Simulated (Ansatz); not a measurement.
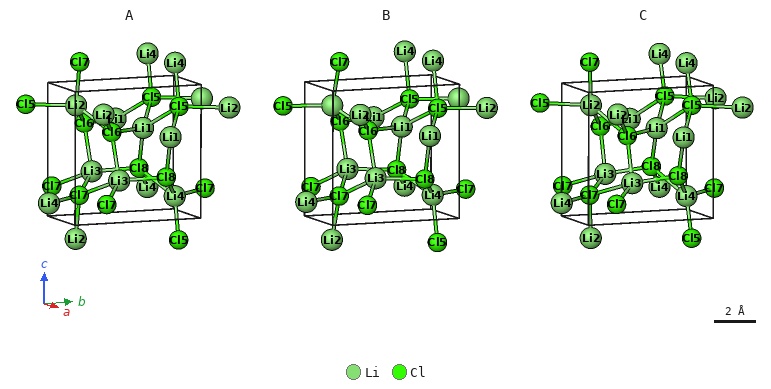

3 geometries from one relaxation of crystalline LiCl (a generated structure, set up in P1) (coarse preliminary run), in shuffled order. A ball-and-stick model of the cell of the calculation, seen slightly off an axis.

Level of theory: DFT PBE, scalar-relativistic, plane waves, PAW in Ansatz 0.2.0. (plane-wave cutoff 420 eV; k-point mesh 4 × 2 × 2; occupations gaussian; smearing width 0.1 eV; no spin polarisation; cell and atoms relaxed; force threshold 0.025 eV/Å; at most 60 steps)

> Put them in the order of the run, from the start to the converged end.

C, A, B. They are steps 0, 1, 3, at +0.549 eV per cell of the calculation, +0.165 eV per cell of the calculation relative to the last. The atom that moves furthest relative to the cell is Cl7 (0.31 Å roughly along [2 1 0]). By element the largest moves are Cl 0.31 Å, Li 0.24 Å. The drawn cell changes as follows: a 3.585 → 3.612 Å (+0.7 %), b 6.783 → 6.829 Å (+0.7 %), c 6.692 → 6.759 Å (+1.0 %), α 90.3° → 90.1°, γ 91.6° → 89.8°; the volume changes by +2.5 %. Some distances before and after: Li4–Cl5 2.158 → 2.420 Å, Li1–Cl6 2.173 → 2.434 Å, Li2–Cl6 2.632 → 2.420 Å, Li3–Cl7 2.618 → 2.419 Å. Among the angles between lasting bonds that change: Li2–Cl7–Li3 113.5° → 132.1°, Cl7–Li3–Cl8 115.1° → 97.1°, Li3–Cl7–Li4 158.5° → 140.8°. The space group stays P1 (No. 1). After 2 accepted moves (3 points after the start) the energy has fallen by 0.549 eV per cell of the calculation. Largest force component: 1.2 eV/Å at the start, 0.016 eV/Å at the end. The pressure goes from 1.66 to −0.11 GPa. The SCF was repeated once at an unchanged geometry on a basis and grid sized afresh for the cell, which shifted the energy by 0.1 meV per cell of the calculation at most. Cost: 16 s on 1 thread of Arm Neoverse V2 (shared host), peak memory 0.34 GiB.
